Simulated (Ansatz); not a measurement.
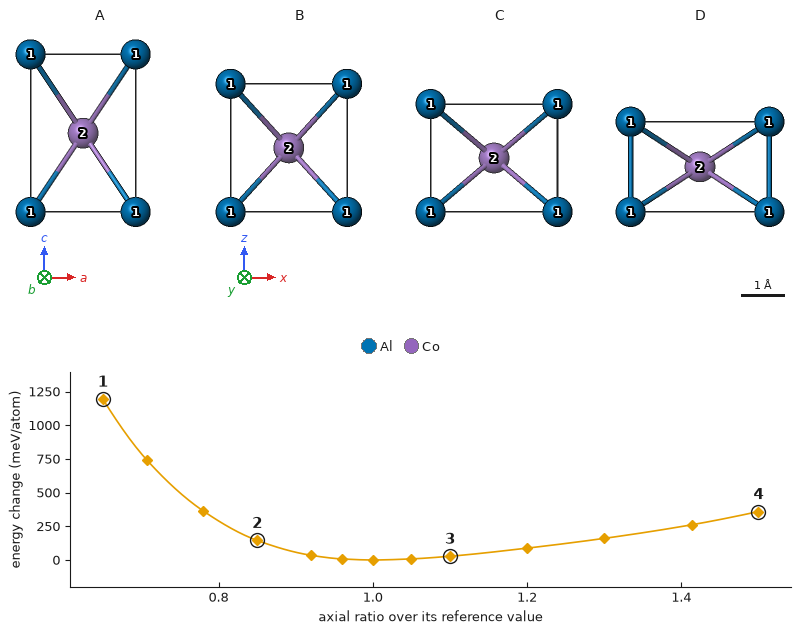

Energy scan for crystalline AlCo (Pm-3m), in which the ratio of the cell's length along z to its lengths across, counted as 1 for the reference, is changed at fixed volume (a tetragonal or Bain path), with the atoms kept at their fractional coordinates. x, y and z are the Cartesian axes of the input. The frames are shuffled; the numbered points of the plot belong to them. The picture is a ball-and-stick view of the cell of the calculation, seen along the b axis.

These are results of DFT PBEsol, scalar-relativistic, plane waves, PAW (Ansatz), not measurements. Set-up: plane-wave cutoff 420 eV; k-point mesh 24 × 24 × 24; occupations gaussian; smearing width 0.15 eV; no spin polarisation. Energies (free energies at the smearing named) are counted from the relaxed crystal.

**Match the frames to the points.**

Point 1 is frame D (the relative ratio 0.65, 1194 meV/atom); 2 is frame C (the relative ratio 0.85, 145 meV/atom); 3 is frame B (the relative ratio 1.10, 28 meV/atom); 4 is frame A (the relative ratio 1.50, 360 meV/atom). Of the computed points the lowest is at the relative ratio 1.00, 0 meV/atom. At the ends of the scan the energy is 1194 meV/atom (0.65) and 360 meV/atom (1.50). The distortion takes the space group from Pm-3m to P4/mmm. At the relative ratio 1.50 the cell of the drawing goes a 2.823 → 2.466 Å, b 2.823 → 2.466 Å, c 2.823 → 3.699 Å.
